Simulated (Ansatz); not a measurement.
Consider Y.

```yaml
crystal:
  lattice:
    - [2.54712, -2.54712, 0.00000]
    - [2.54712, 2.54712, 0.00000]
    - [0.00000, 0.00000, 4.84575]
  atoms:
    - { symbol: Y, position: [0.00000, 0.00000, 0.00000] }
    - { symbol: Y, position: [0.50000, 0.50000, 0.50000] }
```

Space group I4/mmm; changed on purpose from its base cell (strain +0.025 along x and y, -0.025 along z, atoms carried along); computed without spin polarisation.

Theory: Ansatz, DFT PBEsol, scalar-relativistic, plane waves, PAW.

Question: What will maps of the valence pseudo-density and electron localisation function show?

Answer: Y–Y (3.52 Å): ρ is about 0.1 e/Å³ halfway; the ELF is about 0.20 at the midpoint (no localised pair shows between them).
Y–Y (3.60 Å): the density is about 0.1 e/Å³ at the midpoint; the ELF is about 0.25 at the midpoint; no shared electron pair shows on this line.

Question: Does the calculation make it a metal, or give it a gap?

Answer: It is gapless in this calculation (a metal or semimetal).

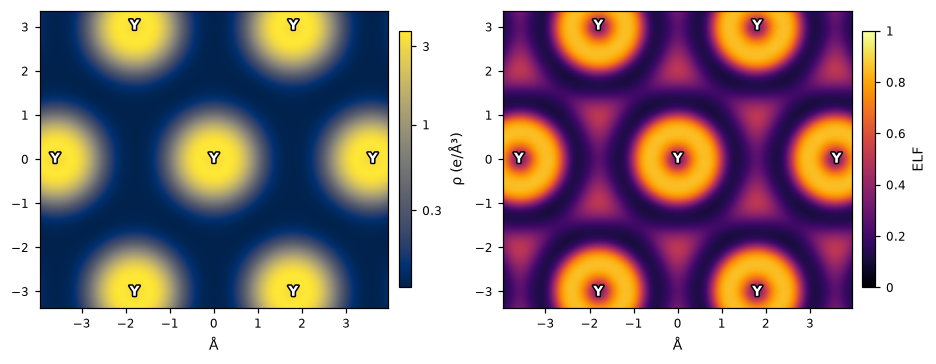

Computed valence pseudo-density and electron localisation function on the (101̄) plane of the conventional cell, in this order. 

In a PAW calculation such maps are meaningful between the atoms, not at the nuclei.
